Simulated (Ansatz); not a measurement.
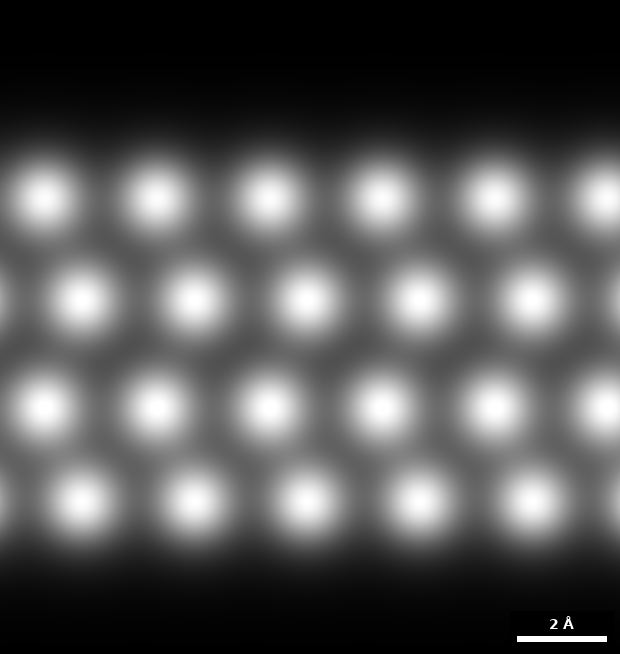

Cross-section of a (001) slab of Ti (P6_3/mmc), seen along a direction in its plane, the normal pointing up. Simulated as the projected potential of neutral atoms (B = 0.5 Å²) blurred by a 1.20 Å probe, the thin-sample limit of integrated differential phase contrast. Structure: the geometry relaxed in a fixed cell under constraints with Ansatz 0.2.0, DFT r2SCAN, scalar-relativistic, plane waves, PAW.

How many atomic planes does the slab have, and what do they hold from top to bottom?

Answer. 4 planes (atoms within 0.35 Å in height count as one plane):

```csv
plane,content,depth below the top plane (Å)
1,Ti,0.0
2,Ti,2.3
3,Ti,4.7
4,Ti,6.9
```

How thick is it, and how does it end on either side?

Answer. The outermost planes are 6.9 Å apart. The upper face ends in Ti and the lower in Ti, so the sequence of planes is the same from both sides.
